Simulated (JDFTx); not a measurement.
# Sc: 7 runs along one coordinate

System: Sc (P6₃/mmc, 2 atoms in the cell).
Method: Kohn-Sham DFT of a periodic cell, PBE, PseudoDojo-SR-PBE-0.5-standard, no spin polarisation (JDFTx 1.7.0 (patched build)).

The 7 runs differ only in the geometry, by an even scaling of the cell at fixed fractional positions. The structure derives from an entry of the Crystallography Open Database.

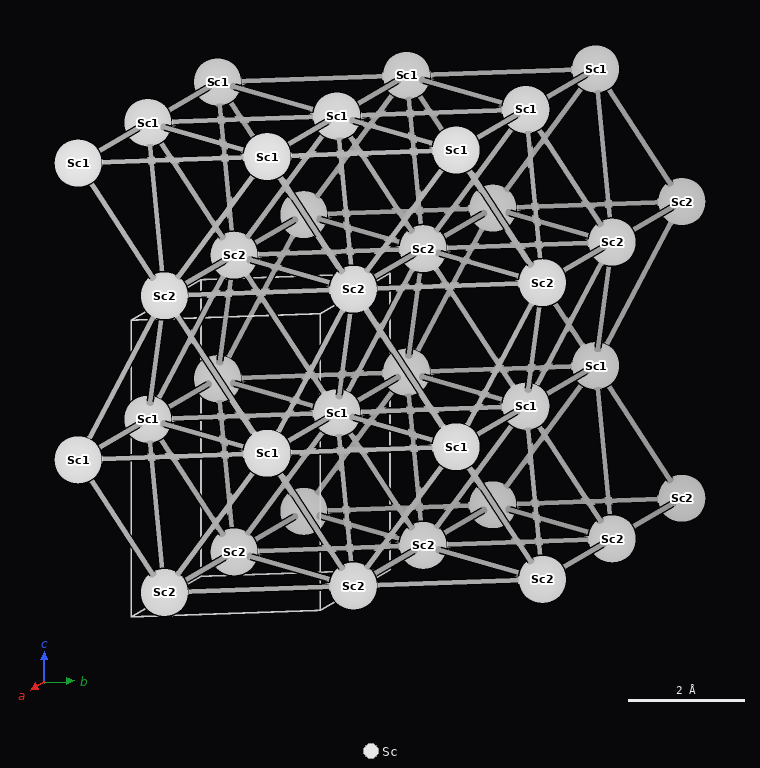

Figure 1. The structure of run 4 (ball-and-stick view of the cell of the calculation, repeated 3 × 3 × 2, seen slightly off an axis; atoms are numbered from 1 in the order of the input).

**Input of run 4**
```
lattice \
    6.2531037464    -3.1265518732     0.0000000000 \
    0.0000000000     5.4153466968     0.0000000000 \
    0.0000000000     0.0000000000     9.9650927730
coords-type Lattice
ion Sc     0.6666666667     0.3333333333     0.7500000000 1
ion Sc     0.3333333333     0.6666666667     0.2500000000 1

ion-species pseudo/Sc.upf
elec-cutoff 39
elec-ex-corr gga-PBE
kpoint-folding 9 9 5
elec-smearing Fermi 0.0018374661
elec-n-bands 17
electronic-SCF nIterations 100 energyDiffThreshold 1e-08
electronic-minimize nIterations 30 energyDiffThreshold 1e-7
forces-output-coords Cartesian

dump-name run.$VAR
dump End Ecomponents EigStats BandEigs Kpoints Forces Stress ElecDensity Dtot KEdensity
```

Command:
```bash
jdftx -c 1 -i Sc.in -o Sc.out
```

Run 6 differs from it as follows:
```diff
-    6.2531037464    -3.1265518732     0.0000000000 \
-    0.0000000000     5.4153466968     0.0000000000 \
-    0.0000000000     0.0000000000     9.9650927730
+    6.3353908636    -3.1676954318     0.0000000000 \
+    0.0000000000     5.4866094308     0.0000000000 \
+    0.0000000000     0.0000000000    10.0962274530
```

**Results, with one run withheld**

| run | volume per atom (Å³) | free energy per atom, from the lowest run given (meV) | pressure (GPa) |
| --- | --- | --- | --- |
| 1 | 23.502 | 10.36 | 2.91 |
| 2 | 24.002 | 3.24 | 1.61 |
| 3 | 24.502 | 0.00 | 0.42 |
| 4 | 25.002 | 0.22 | −0.64 |
| 5 | 25.502 | 3.78 | −1.66 |
| 6 | 26.002 | ? | ? |
| 7 | 26.502 | 19.63 | −3.42 |

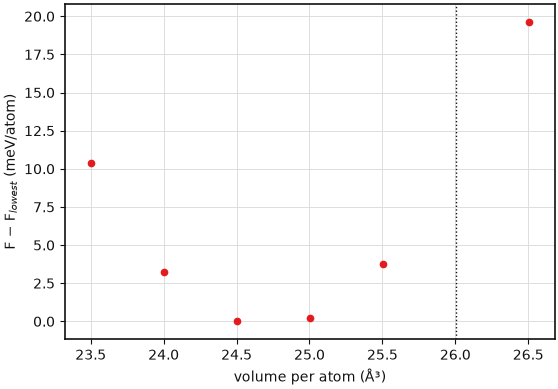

Figure 2. Free energy per atom of the runs given; the dotted line marks run 6.

What should run 6 give?

A cubic polynomial in V^(−2/3) (the Birch–Murnaghan form), fitted to the 6 runs given, misses them by at most 0.02 meV per atom. With x = V^(−2/3) − 0.11758 Å⁻², it reads F = −0.26928 − 391.87 x + 6.787e+05 x² − 2.9356e+06 x³ (meV per atom). At run 6 it gives 10.31 meV per atom, and the run itself gives 10.34. The slope of the fit gives a pressure −dF/dV of −2.55 GPa there, and the run prints −2.58 GPa. The fit has its minimum at 24.712 Å³ per atom, where V d²F/dV² gives 54.1 GPa. Cell shape and fractional positions are held, so this is the stiffness under even scaling; the relaxed bulk modulus wasn't computed.

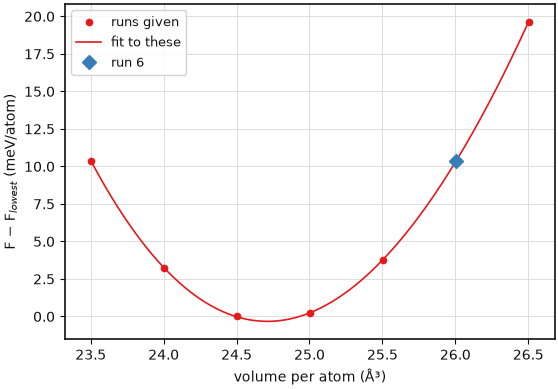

Figure 3. The fit and the withheld run.

**Some lines of the output (run 6)**
```
[...]
unit cell volume = 350.943
     Etot =      -93.5477335743954370
        F =      -93.5491001200683030
	HOMO-LUMO gap: +0.001421
	Optical gap  : +0.003504 at state 14 ( [ +0.000000 +0.444444 +0.400000 ] spin 0 )
```
